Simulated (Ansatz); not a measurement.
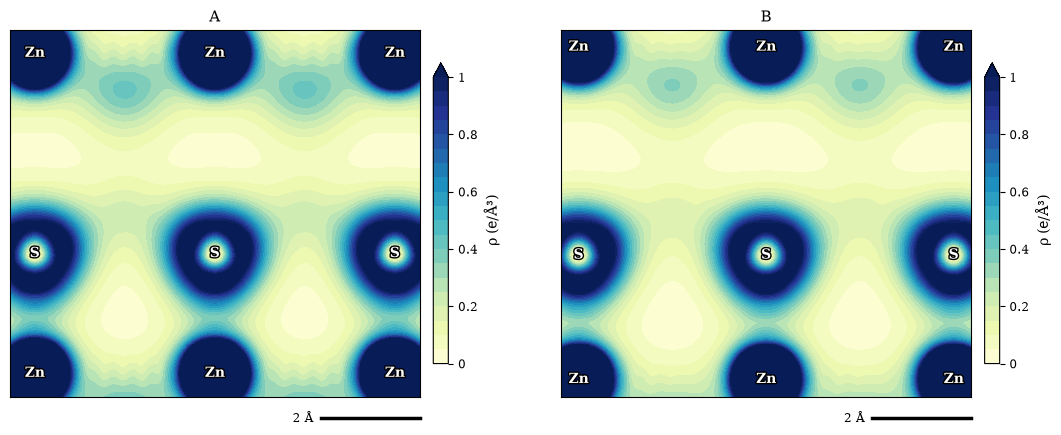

ZnS. The valence pseudo-density of two cells that differ in size, on the (100) plane of each (indices in the axes of the calculation cell), at one length scale and on one colour scale; one has 18.8 and the other 21.2 Å³ an atom.

Space group P6₃mc.

The calculation used DFT r2SCAN, scalar-relativistic, plane waves, PAW (Ansatz 0.2.0).

The density is the valence pseudo-density of a PAW calculation; it isn't the true density close to the nuclei.

The larger cell:

```
Zn S
1.0
     3.80672    0.00000    0.00000
    -1.90336    3.29672    0.00000
     0.00000    0.00000    6.74539
Zn S
2 2
Direct
  0.33333 0.66667 0.00539
  0.66667 0.33333 0.50539
  0.33333 0.66667 0.37961
  0.66667 0.33333 0.87961
```

The smaller cell: a = 3.654 Å, b = 3.654 Å, c = 6.496 Å, α = 90.00°, β = 90.00°, γ = 120.00°.

Q: Which panel shows the smaller cell, and what does the compression change?

A: Panel A is the smaller cell, by 11 % in volume. From the larger cell to the smaller, Zn–S goes from 2.52 to 2.43 Å, and the density at its midpoint from 0.37 to 0.42 e/Å³; the pressure goes from −4.6 to 4.4 GPa; the Kohn–Sham gap goes from 2.2 eV to 2.6 eV.
